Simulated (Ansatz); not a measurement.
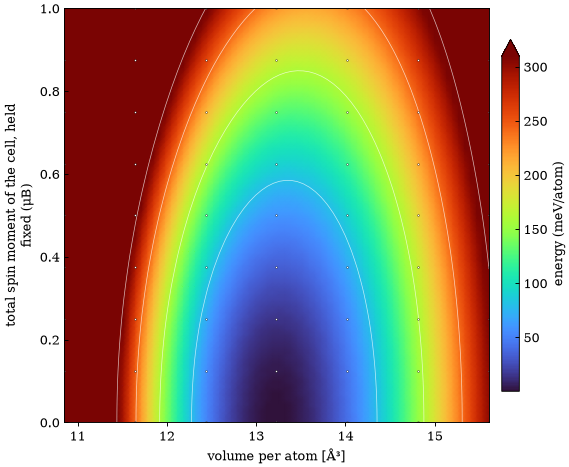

Energy landscape of Rh (Fm-3m, No. 225; 1 atom in the cell). The energy is mapped over volume and a fixed ferromagnetic moment. Coordinates scanned: (1) volume per atom; (2) total spin moment of the cell, held fixed. Nothing is relaxed (shape and fractional coordinates fixed). The grid has 7 × 9 points. Points are written as (first, second). Energies: meV/atom, counted from the lowest grid point. The moment is held fixed and parallel; antiferromagnetic orders weren't tried. The calculation used DFT LDA, scalar-relativistic, plane waves, PAW in Ansatz 0.2.0. Settings: cutoff 420 eV, k-mesh 22×22×22, gaussian smearing 0.15 eV.

The picture shows a smooth colour map with a few white contour lines, dots at the grid points, one colour for all values above the top of the scale. Between grid points the surface is interpolated. 

Summarise what can be read from the map.

The lowest grid point is at (13.23 Å³, 0.000 μB). It lies on the edge of the map, which is a mirror line here (the non-magnetic state). The highest grid point, (10.85 Å³, 1.000 μB), lies 1008 meV/atom above the lowest.

The values on the grid:

```csv
"second ↓, first →",10.85,11.64,12.43,13.23,14.02,14.81,15.61
1.000,1008,562,320,223,227,303,427
0.875,926,492,262,174,187,269,399
0.750,852,430,210,131,150,239,375
0.625,788,376,164,92,118,213,353
0.500,733,330,125,60,91,190,335
0.375,689,293,94,34,69,172,320
0.250,657,266,71,15,54,159,310
0.125,639,250,58,4,44,152,304
0.000,633,245,54,0,41,149,302
```

Time for the 63 points that were run: 16 min on 1 thread of Arm Neoverse N1 (shared host).

PAW datasets: the set soft_1.
